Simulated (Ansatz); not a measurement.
Crystal: Br, the end point of a relaxation with Ansatz 0.2.0, DFT PBE, scalar-relativistic, plane waves, PAW.

Space group Cmce (No. 64). a = 8.596 Å, b = 4.270 Å, c = 8.713 Å, α = 90.00°, β = 90.00°, γ = 90.00°
```
atom  site  symmetry       x       y       z
  Br    8f       m..  0.0000  0.6417  0.6184
```

Question: What does its first Brillouin zone look like, and which path through it is standard?

Answer: It has a base-centred orthorhombic lattice (oC; extended symbol oC2). The zone is a hexagonal prism in its combinatorial type: 8 faces (6 with 4 edges, 2 with 6 edges), 18 edges, 12 vertices. Path: Γ–Y–F₀ | Δ₀–Γ–Z–B₀ | G₀–T–Y | Γ–S–R–Z–T.

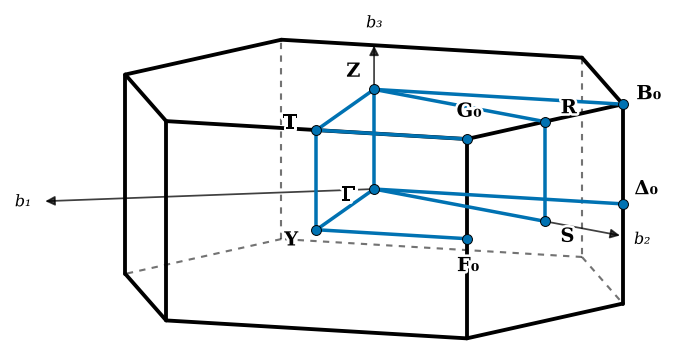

Labels and path follow the convention of Hinuma et al. (2017), as computed by seekpath; the arrows show the directions of the reciprocal primitive vectors b₁, b₂, b₃, in which coordinates are given; lengths include the factor 2π.

```csv
point,k₁,k₂,k₃,length of k (1/Å)
Γ,0,0,0,0.000
Y,1/2,1/2,0,0.731
T,1/2,1/2,1/2,0.815
Z,0,0,1/2,0.361
S,0,1/2,0,0.822
R,0,1/2,1/2,0.897
Δ₀,−0.312,0.312,0,0.917
F₀,0.312,0.688,0,0.917
B₀,−0.312,0.312,1/2,0.986
G₀,0.312,0.688,1/2,0.986
```
